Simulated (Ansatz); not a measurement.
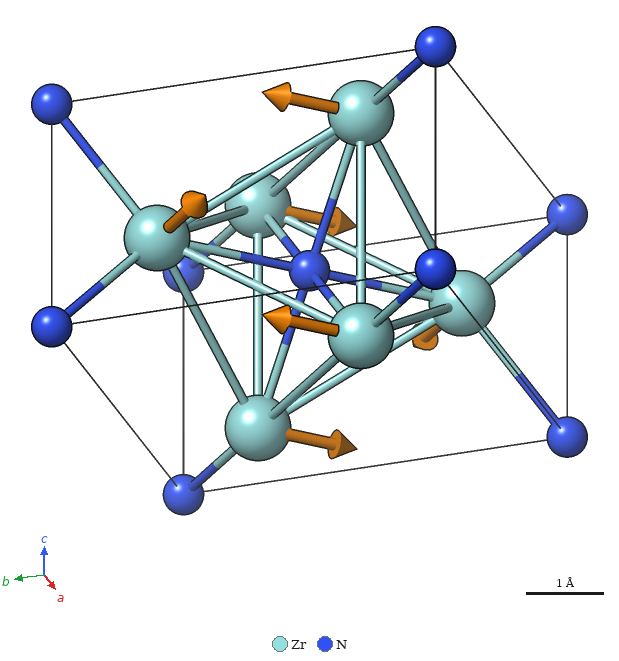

Phonons of a crystal of Zr₂N, space group P4₂/mnm (No. 136), at the zone centre. The optical levels lie at 47, 178 (×2), 200, 207, 211, 215 (×2), 288, 473 (×2), 533, 545 (×2), 557 cm⁻¹. One mode is drawn. The orange arrows give the relative displacements of the atoms. Style: ball-and-stick. Shown: the cell of the calculation, from a free direction.

All numbers below come from DFT LDA, scalar-relativistic, plane waves, PAW (Ansatz). Settings: plane-wave cutoff 420 eV; k-point mesh 8 × 8 × 12; occupations fermi dirac; smearing width 0.15 eV; no spin polarisation.

The frequencies depend somewhat on the k-mesh and the smearing.

Which of these frequencies is the drawn mode's?

Answer. The level at 200 cm⁻¹. This is the A₂g mode, optical level 3 of 11, counted from below, silent by symmetry (neither infrared- nor Raman-active). The N atoms stay at rest; atoms of one kind move against one another, with no net shift of their sublattice.
